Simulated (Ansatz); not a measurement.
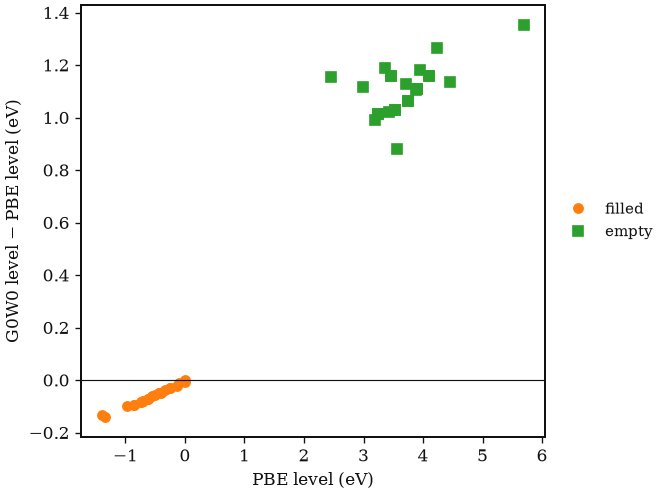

Change of each level from PBE to G0W0 against its PBE energy, both sets counted from their own valence top.

System: wurtzite MgTe, space group P6_3mc, 4 atoms in the cell, relaxed with r2SCAN; a = 4.578 Å, c = 7.456 Å (hexagonal axes). Starting point: PBE, Ansatz PAW set, no spin polarisation, no spin-orbit coupling, 6×6×2 k mesh, 420 eV cutoff, fixed occupations (Ansatz 0.2.0). Many-body step: G0W0 with empty bands 219, screening cutoff 80 eV and frequency treatment contour deformation.

### What does G0W0 do to the gap?

Over the k points that were corrected, the smallest gap goes from 2.46 eV in PBE (direct at Γ) to 3.62 eV in G0W0 (direct at Γ), a change of +1.16 eV (+47 %).

### What are the quasiparticle weights at the band edges?

The quasiparticle weight (renormalisation factor) lies between 0.75 and 0.80 for the top filled and first empty levels.

### Is the correction a rigid shift of the empty levels?

Counted from the valence top, the lowest empty level moves by +1.16 eV at Γ, +0.99 eV at M and +1.16 eV at A; over the 12 points that were corrected the shifts run from +0.88 to +1.26 eV: a spread of 0.38 eV on a mean of 1.09 eV, so one scissor shift describes this level only roughly. The top filled level also moves against the valence top, by −0.14 eV at K.

| k point | PBE direct gap (eV) | G0W0 direct gap (eV) |
| --- | --- | --- |
| Γ | 2.46 | 3.62 |
| M | 3.63 | 4.67 |
| A | 3.72 | 4.91 |

The k mesh is coarse (spacing up to 0.42 Å⁻¹), so the values aren't converged. Spin-orbit coupling is left out, which matters for Te. Bands, cutoffs and mesh are finite, so these values aren't at the basis limit.
